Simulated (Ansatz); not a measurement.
## Single-point calculation of Cu

- system: Cu (1 atom in the cell)
- method: DFT r2SCAN, scalar-relativistic, plane waves, PAW, no spin polarisation (Ansatz 0.2.0)

The structure derives from an entry of the Crystallography Open Database. It belongs to a series of runs on one base structure; here: ratio of the length along [111] to the lengths across it x 1.2, volume and fractional coordinates fixed. Figures and captions count atoms from 1; the log counts them from 0 in places.

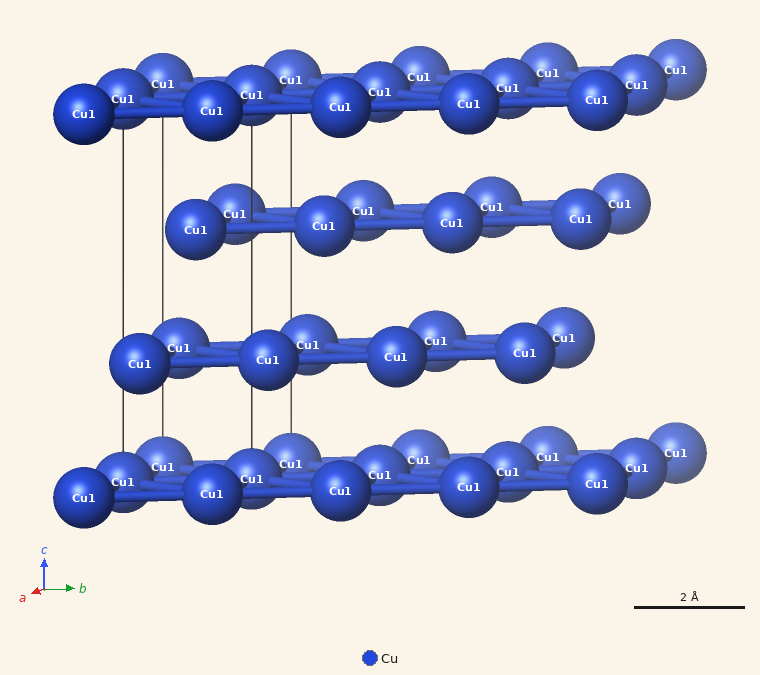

Figure 1. The structure as given in the input (ball-and-stick view of the cell 3 times as large as that of the calculation, set on its symmetry axes, repeated 2 × 4 × 1, seen slightly off an axis; atoms are numbered from 1 in the order of the input). An atom can appear more than once, as a periodic image. Near neighbours in the periodic cell (some may lie outside the picture): Cu has 6 Cu at 2.41 Å.

Input
```yaml
crystal:
  lattice:
    - [0.226789683, 1.9277123052, 1.9277123052]
    - [1.9277123052, 0.226789683, 1.9277123052]
    - [1.9277123052, 1.9277123052, 0.226789683]
  atoms:
    - { symbol: Cu, position: [0.0, 0.0, 0.0] }
basis:
  ecutwfc: 500
kpoints:
  mp_grid: { grid: [24, 24, 24] }
hamiltonian:
  xc: r2scan
scf:
  occupations: { method: gaussian, width: 0.15 }
output:
  forces: true
  stress: true
  eigenvalues: true
  write_density: true
  write_potential: true
  elf: true
  volumetric_format: npy
```

Machine: 1 thread of Intel Xeon @ 2.50GHz (Skylake/Cascade Lake), 189 GiB of memory available, shared host.

Command:
```bash
ansatz run input.yaml --threads 1 --pin off --max-ram 2560MiB --backend cpu --events-out ev --progress --plain --runs-dir out
```

The program's output
```
Engine: ansatz 0.2.0, x86_64-unknown-linux-gnu
Pseudopotentials: kind: paw
Pseudopotential: Cu, paw, valence charge 19, recommended cutoff 500 eV (meta_gga), Cu.paw.azcp
Functional definition: r2SCAN
  parameter k0 = 0.174
  parameter k1 = 0.065
  parameter a1 = 4.9479
  exchange = r2scan_x(k0 = k0, k1 = k1, a1 = a1)
  correlation = r2scan_c
Crystal: 1 atoms, lattice volume = 11.810 Å³
Basis set: ecut = 500 eV, 297 PW (Γ), exchange–correlation on 80×80×80 points (64 copies of the dense FFT grid, shifted against one another)
Bands: 14, of which v1, the nominal top of the filled ones, is band 10 counted from 1 (9 counted from 0)
Symmetry: 12 space group operations
Space group: R-3m (ITA 166), of the structure as read, at distance tolerance 2.3e-5 Å
k-points: 1313 of 13824
Non-local potential: Cu, projectors of the file, l = 0: 3, l = 1: 2, l = 2: 3, l = 3: 1
PAW form: soft (Blöchl's): semilocal exchange-correlation on the pseudo side does not see the compensation charge
PAW frozen core: Cu, regenerated for the run's functional (the file was generated under x = pbe(κ = 0.804, μ = 0.2195149727645171), c = pbe(β = 0.06672455060314922))
PAW one-centre angular grid: Cu, 590 points (default); XC on 160 Gauss nodes
Initial density: superposition of atomic densities (neutral atoms: chi_scale 0, normalization atom), corrected by the library's trained network
Initial wavefunctions: pseudopotential atomic-orbital guess
Functional: x = r2scan, c = r2scan; τ floored in thin density (d = 2e-4 eV/Å³)
SCF iter   1: F=—  HF=-6631.111512 eV  |F-HF|=—  |Δ(HF+E_count)|=         —  Δρ=4.00e-2  dr2=1.04e-1  dr2_τ=8.94e-4  ethr=1.77e-3  ⟨swp⟩=5.0  Hψ=90759  notcnv=0
preconditioner: auto → none  [metal: Δε(μ)=0.009 eV  Ē_g=18.131 eV  σ=0.150 eV  W_gap=0.03  n_scr=2 (ndim 8)  ℏωp=35.8 eV  f_vac=0.000  D(μ)=0.25/eV (n_scr^D=0)  sad-step TF]
SCF iter   2: F=—  HF=-6631.100518 eV  |F-HF|=—  |Δ(HF+E_count)|=   1.10e-2  Δρ=1.12e-2  dr2=5.16e-3  dr2_τ=1.20e-3  ethr=5.46e-4  ⟨swp⟩=2.0  Hψ=40258  notcnv=0  defer=493
SCF iter   3: F=—  HF=-6631.093950 eV  |F-HF|=—  |Δ(HF+E_count)|=   6.57e-3  Δρ=6.24e-3  dr2=3.12e-3  dr2_τ=2.41e-5  ethr=2.71e-5  ⟨swp⟩=2.0  Hψ=34792  notcnv=0  defer=493
SCF iter   4: F=—  HF=-6631.093027 eV  |F-HF|=—  |Δ(HF+E_count)|=   9.22e-4  Δρ=9.06e-4  dr2=2.97e-5  dr2_τ=1.75e-6  ethr=1.64e-5  ⟨swp⟩=1.8  Hψ=24727  notcnv=0  defer=493
SCF iter   5: F=—  HF=-6631.093073 eV  |F-HF|=—  |Δ(HF+E_count)|=   4.58e-5  Δρ=1.94e-4  dr2=1.14e-6  dr2_τ=4.47e-8  ethr=1.56e-7  ⟨swp⟩=2.0  Hψ=30968  notcnv=0  defer=493
SCF iter   6: F=-6631.093078 eV  HF=-6631.093078 eV  |F-HF|=6.11e-8  |Δ(HF+E_count)|=   4.63e-6  Δρ=3.46e-5  dr2=5.33e-8  dr2_τ=2.69e-9  ethr=5.26e-10  ⟨swp⟩=10.3  Hψ=149517  notcnv=0
SCF 1 converged in 6 iterations: F = -6631.093078 eV  dr2 = 5.33e-8
  greatest PAW one-centre occupation: 1.000 electrons in one spin orbital (limit 2), on the Cu atom at site 0 (counted from 0), in its partial waves of l = 0
SCF converged after 6 iterations
Free energy (F): -6631.093078 eV
Harris-Foulkes:  -6631.093078 eV  (|F-HF|=6.11e-8)
Internal energy: -6631.090267 eV  (E = F + TS)
E sigma→0 (E₀):  -6631.091672 eV
Entropy (-TS):   -0.002811 eV (-2.811 meV/atom)
Fermi energy:    16.615653 eV
--- Per-component energies (eV) ---
  E_band       = -387.071149
  E_kinetic    = 300.104446
  E_local      = -4097.791926  (includes V_loc(G=0)·N_el)
  E_nonlocal   = 395.811929
  E_hartree    = 1811.151781
  E_xc         = -83.778583
  E_vxc        = -124.656838  (∫ρ·V_xc dr)
  E_paw        = -1678.514993  (= ΣΔE_a)
  E_vpaw       = -491.841668  (= ΣTr[D̂ρ^β])
  E_aug_tail   = 0.000156  (compensation charges beyond the density's cutoff)
  E_vtau       = 8.989343  (kinetic-family band-sum trace: ∫τ·v_τ [+ j·A + Jᵃ·Aᵃ] dr)
  E_ewald      = -3277.771969
  E_core_change = -0.301108  (= ΣΔE_core)
  E_smearing   = -0.002811  (= −TS)
  E_closure    = -0.000000  (closes the sum)
  Σ components = -6631.093078   (vs F -6631.093078, Δ=0.00e0)
--- Forces (eV/Å), atoms counted from 1 ---
  atom   1  Cu    -0.00000000    -0.00000000     0.00000000
  max |Σ_I F_I| component: 9.86e-32 eV/Å
--- Stress (GPa, compression-positive) ---
        1.542482     -10.600036     -10.600036
      -10.600036       1.542482     -10.600036
      -10.600036     -10.600036       1.542482
  P = ⅓ Tr σ = 1.5425 GPa (15.425 kbar)
--- Band table (eV; the first three rows and the last of 1313) ---
  k-point 0: bands = ["-99.9202", "-55.6851", "-55.6851", "-55.6385", "6.8467", "12.8004", "13.4782", "13.4782", "14.4412", "14.4412", "34.4232", "39.4191", "43.0356", "46.2671"]
  k-point 1: bands = ["-99.9198", "-55.6880", "-55.6857", "-55.6385", "6.9195", "12.8184", "13.4591", "13.5031", "14.4231", "14.4324", "34.4163", "39.5200", "42.5179", "45.1844"]
  k-point 2: bands = ["-99.9187", "-55.6967", "-55.6877", "-55.6384", "7.1367", "12.8700", "13.4043", "13.5762", "14.3720", "14.4068", "34.3979", "39.7765", "40.8582", "44.3065"]
  k-point 1312: bands = ["-99.9152", "-55.6936", "-55.6897", "-55.6897", "10.6804", "13.3929", "13.3929", "14.1199", "14.7760", "14.7760", "18.2060", "41.2587", "43.8309", "43.8309"]
```

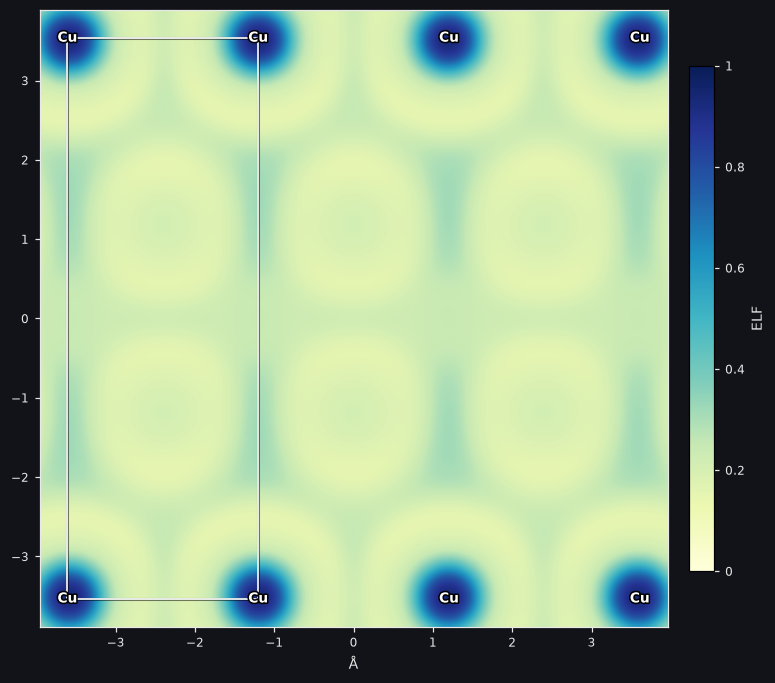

Figure 2. Electron localisation function on the (100) plane of the conventional cell. Atoms in the plane: Cu. Cu–Cu (2.41 Å): the ELF is about 0.20 at the midpoint; no shared electron pair. The strong features right at Cu lie inside the PAW spheres (semicore, d or f shells) and say nothing about bonding. In a PAW calculation such maps are meaningful between the atoms, not at the nuclei.

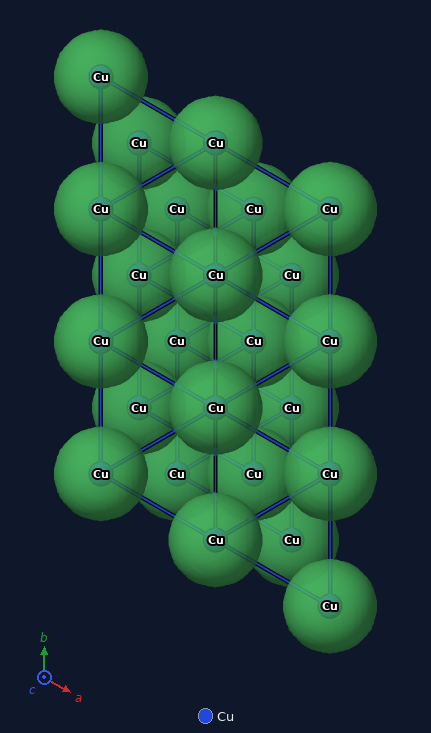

Figure 3. Isosurface of the valence electron density at 0.8 e/Å³ (green), seen along the c axis. Sticks mark near contacts. The outline is the cell set on symmetry axes. At this value the density breaks into separate islands; it holds about 85 % of the electrons treated as valence (semicore included). It is pinched off along the Cu–Cu (2.41 Å) contacts. On the grid the lowest density along these lines, outside the cores, is 0.34 e/Å³ (Cu–Cu, 2.41 Å).

Summary

| quantity | value |
| --- | --- |
| outcome | converged |
| space group (tolerance 0.01 Å) | R-3m (166) |
| electrons treated | 19 |
| free energy | −6631.0931 eV |
| Fermi energy | 16.616 eV |
| gap on the k-point mesh | none (metallic) |
| pressure | 1.54 GPa |
| largest force (length of the vector) | under 0.001 eV/Å |
| wall time | 69 s |
| peak memory | 0.57 GiB |
